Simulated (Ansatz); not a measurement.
```cif
data_structure
_symmetry_space_group_name_H-M 'P 1'
_symmetry_Int_Tables_number 1
_cell_length_a 3.9308
_cell_length_b 3.9308
_cell_length_c 2.3640
_cell_angle_alpha 90.000
_cell_angle_beta 90.000
_cell_angle_gamma 120.000
_cell_volume 31.63
loop_
_atom_site_label
_atom_site_type_symbol
_atom_site_fract_x
_atom_site_fract_y
_atom_site_fract_z
_atom_site_occupancy
Ni1 Ni 0.00000 0.00000 0.00000 1
Ni2 Ni 0.33333 0.66667 0.50000 1
Ni3 Ni 0.66667 0.33333 0.50000 1
```

Space group P6/mmm; set up as Ni, omega (AlB2-type); a generated structure, not necessarily the stable one; changed on purpose from its base cell (volume × 1.0); computed without spin polarisation.

Method: DFT, PBEsol, plane waves (420 eV) with PAW, scalar-relativistic (Ansatz 0.2.0).

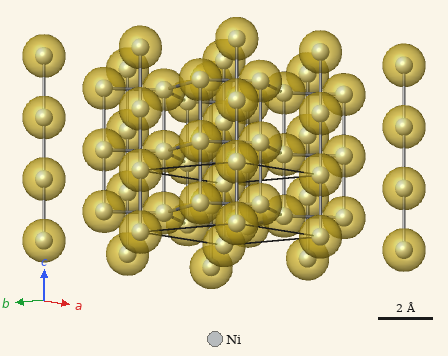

Ni. Isosurface of the valence charge density (pseudo) at 1 e/Å³ (yellow), seen at an oblique angle. Sticks mark near contacts.

Question: What does this surface tell about the bonding?

Answer: At this value the density breaks into separate islands; it holds about 80 % of the electrons treated as valence (semicore included). It bridges none of the near contacts. It is pinched off along the shortest Ni–Ni (2.27 Å) and Ni–Ni (2.36 Å) contacts. On the grid the lowest density along these lines, outside the cores, is 0.47 e/Å³ (Ni–Ni, 2.27 Å) and 0.37 e/Å³ (Ni–Ni, 2.36 Å).

Question: Metal or insulator at this level of theory?

Answer: It is gapless in this calculation (a metal or semimetal).
